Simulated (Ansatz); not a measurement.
Cell and atoms:

```
Al N
1.0
     3.27072    0.00000    0.00000
     0.00000    5.59173    0.00000
    -0.00714    0.00000    4.06306
Al N
4 4
Direct
  0.46418 0.83543 0.23971
  0.46418 0.16457 0.73971
  0.96418 0.33543 0.23971
  0.96418 0.66457 0.73971
  0.53582 0.81347 0.76029
  0.53582 0.18653 0.26029
  0.03582 0.31347 0.76029
  0.03582 0.68653 0.26029
```

> Give a crystallographic description of this input.

The material is AlN. Symmetry: Cc (No. 9), base-centred monoclinic lattice. Atoms per cell: 8 (4 Al, 4 N). Within bonding distance, the neighbour counts come to Al 4 and N 4.

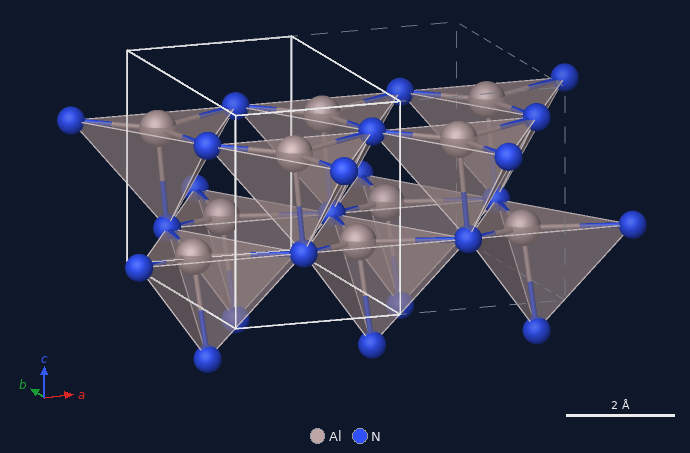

An orthographic polyhedral view of the structure, slightly off an axis. Solid lines give the conventional unit cell, repeated here 2×1×1 times. Some atoms of the next cells are drawn as well. Colours: aluminium light grey, nitrogen blue.

The initial geometry was a structure listed in the Materials Project. The cell was then strained or its atoms displaced on purpose. A calculation with Ansatz used it as input.

At this level of theory the cell isn't at rest (compressed, at 27 GPa and forces up to 6.2 eV/Å), so its distances can differ from those at equilibrium, the more so the softer the solid.
